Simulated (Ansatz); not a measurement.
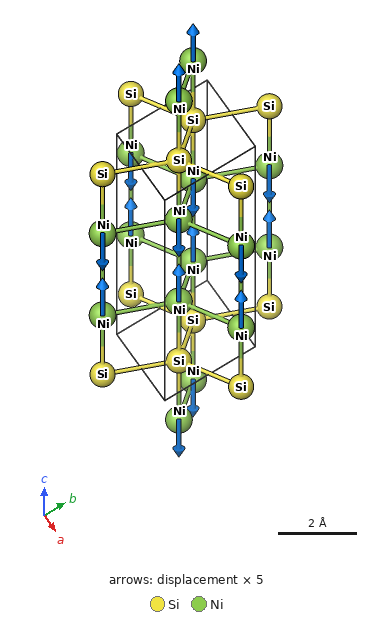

This is a relaxation of a crystal of SiNi2 (a generated structure, set up in P6/mmm) (coarse preliminary run). The starting structure is drawn; blue arrows show the displacements (the part carried along by the change of the cell is left out), 5 times their true length.

The picture is a ball-and-stick view of the cell of the calculation, seen from a free direction.

Level of theory: DFT PBE, scalar-relativistic, plane waves, PAW in Ansatz 0.2.0. Settings: plane-wave cutoff 420 eV; k-point mesh 6 × 6 × 4; occupations gaussian; smearing width 0.1 eV; collinear spin; cell and atoms relaxed; force threshold 0.04 eV/Å; at most 70 steps.

Question: Atoms of which element are displaced furthest, and by how much?

Answer: Nickel: up to 0.23 Å, against 0.00 Å for silicon.

Question: What happened in the run?

Answer: The largest moves relative to the cell, 0.23 Å, are those of Ni atoms. Si stays in place. Cell: a = b 3.634 → 4.031 Å (+10.9 %), c 5.976 → 6.853 Å (+14.7 %). Volume +41.1 %. Near-neighbour distances that change, for instance: Ni–Si 1.767 → 2.254 Å, Ni–Ni 2.098 → 2.327 Å, Si–Si 2.098 → 2.327 Å, Ni–Ni 2.442 → 2.346 Å. The space group stays P6/mmm (No. 191). The energy falls by 1546 meV per atom in 7 accepted moves (9 points after the start). Largest force component: 9.6 eV/Å at the start, 0.0022 eV/Å at the end. Pressure: 102.32 GPa at the start and 0.00 GPa at the end. The SCF was repeated twice at an unchanged geometry on a basis and grid sized afresh for the cell, which shifted the energy by 24.5 meV per atom at most. The program noted that the starting moments weren't kept. The run may lie on a higher electronic state than the lowest, so the end point isn't shown to be the ground-state structure. Cost: 63 s on 1 thread of AMD EPYC 9R45 96-Core Processor (Zen 5) (shared host), peak memory 0.52 GiB.
